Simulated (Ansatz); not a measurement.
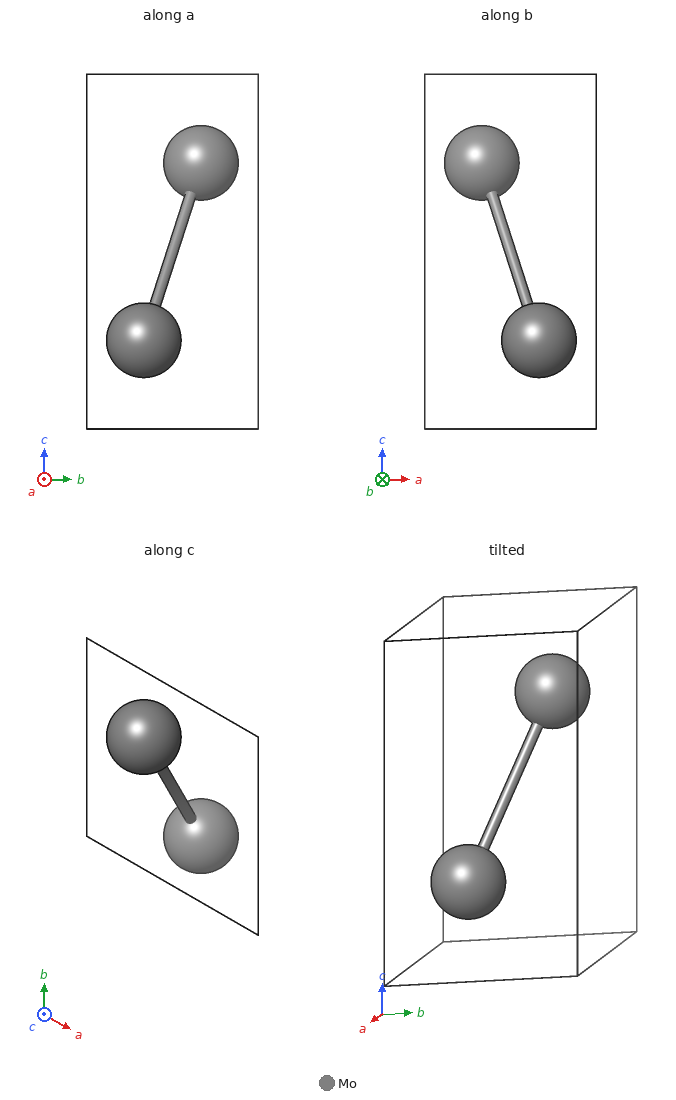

An orthographic ball-and-stick view of the structure, along the a axis, along the b axis, along the c axis and slightly off an axis. The conventional unit cell is outlined; an atom on or near a face, edge or corner is repeated at each equivalent position.

Lattice parameters: a = 2.7495 Å, b = 2.7495 Å, c = 4.9232 Å, α = 90.000°, β = 90.000°, γ = 120.000°.

### Reconstruct the structure as a CIF with its space group and independent sites.

```cif
data_structure
_symmetry_space_group_name_H-M 'P 63/m m c'
_symmetry_Int_Tables_number 194
_cell_length_a 2.7495
_cell_length_b 2.7495
_cell_length_c 4.9232
_cell_angle_alpha 90.000
_cell_angle_beta 90.000
_cell_angle_gamma 120.000
_cell_volume 32.23
loop_
_atom_site_label
_atom_site_type_symbol
_atom_site_symmetry_multiplicity
_atom_site_Wyckoff_symbol
_atom_site_fract_x
_atom_site_fract_y
_atom_site_fract_z
_atom_site_occupancy
Mo1 Mo 2 d 0.3333 0.6667 0.7500 1
```

It goes back to a structure type filled with this element by a generator (whether the element takes this form wasn't checked). Earlier steps of the study may have refined or changed the cell and positions. It was the input of a calculation with Ansatz.

At this level of theory the cell isn't at rest (stretched, at -7 GPa), so its distances can differ from those at equilibrium, the more so the softer the solid.
